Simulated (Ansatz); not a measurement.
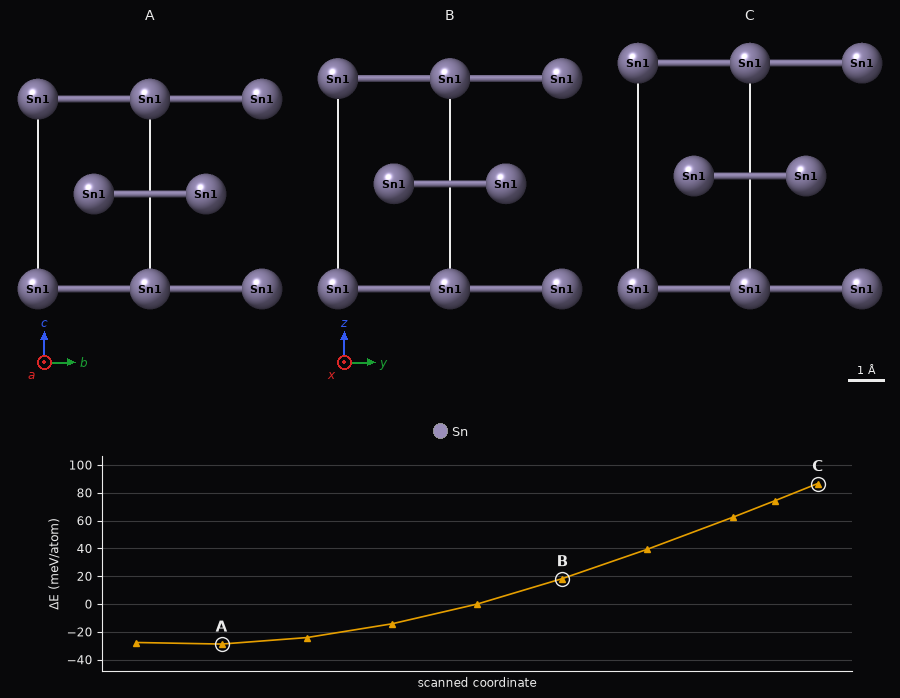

Frames of a one-coordinate scan of a crystal of Sn (I4/mmm). x, y and z are the Cartesian axes of the input. The picture is a ball-and-stick view of the conventional cell (2 times the calculation's cell), repeated 2 × 2 × 1 with one cell outlined, seen along the a axis. Lengths and directions refer to the drawn axes.

Computed with Ansatz, DFT r2SCAN, scalar-relativistic, plane waves, PAW. (plane-wave cutoff 500 eV; k-point mesh 20 × 20 × 20; occupations gaussian; smearing width 0.15 eV; no spin polarisation). Energies (free energies at the smearing named) are counted from the cell as listed in its source, which wasn't relaxed.

Q: Which coordinate changes from frame to frame?

A: The cell is strained along z alone, with the atoms kept at their fractional coordinates. In the frames the strain is −0.075 (A), 0.025 (B), 0.10 (C). Of the computed points the lowest is at the strain −0.075, −28.7 meV/atom. At the ends of the scan the energy is −27.6 meV/atom (−0.10) and 86.7 meV/atom (0.10). The unrelaxed reference is under a pressure of −2.8 GPa, which tilts the curve. The distortion keeps the space group I4/mmm. At the strain −0.10 the cell of the drawing goes c 5.831 → 5.248 Å.
